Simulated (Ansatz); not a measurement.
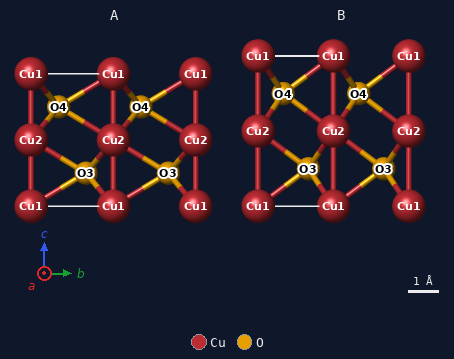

Two geometries of a crystal of CuO (a generated structure, set up in P6_3/mmc), drawn at one scale. One is the start of a relaxation, the other its converged end. A ball-and-stick model of the cell of the calculation, repeated 1 × 2 × 1 with one cell outlined, seen along the a axis.

All numbers below come from Kohn-Sham DFT of a periodic cell, PBEsol, Ansatz PAW (Ansatz). Settings: plane-wave cutoff 420 eV; k-point mesh 10 × 10 × 6; occupations fermi-dirac; smearing width 0.05 eV; target pressure 0 GPa; no spin polarisation; cell and atoms relaxed; force threshold 0.01 eV/Å; at most 40 steps.

Which geometry has the lower energy?

Structure B is the relaxed one. The run lets cell and atoms move. After 8 accepted moves (11 points after the start) the energy has fallen by 181 meV per atom. All forces vanish by symmetry, so only the cell relaxes. The pressure goes from −2.73 to 0.00 GPa. At 3 points the geometry stayed and the basis and grid were re-selected for the new cell (energy shift of 6.4 meV per atom at most each time). No atom moves by more than 0.005 Å relative to the cell. The volume changes by −4.9 %, with a = b 3.180 → 2.912 Å (−8.4 %), c 4.431 → 5.027 Å (+13.4 %). Near-neighbour distances that change, for instance: Cu1–Cu2 2.216 → 2.514 Å, Cu1–O3 2.144 → 2.099 Å. Bond angles that change, for instance: Cu1–O3–Cu2 62.2° → 73.6°, Cu1–O3–Cu1 95.7° → 87.8°, Cu1–O3–Cu2 129.3° → 132.8°. The space group stays P6_3/mmc (No. 194).
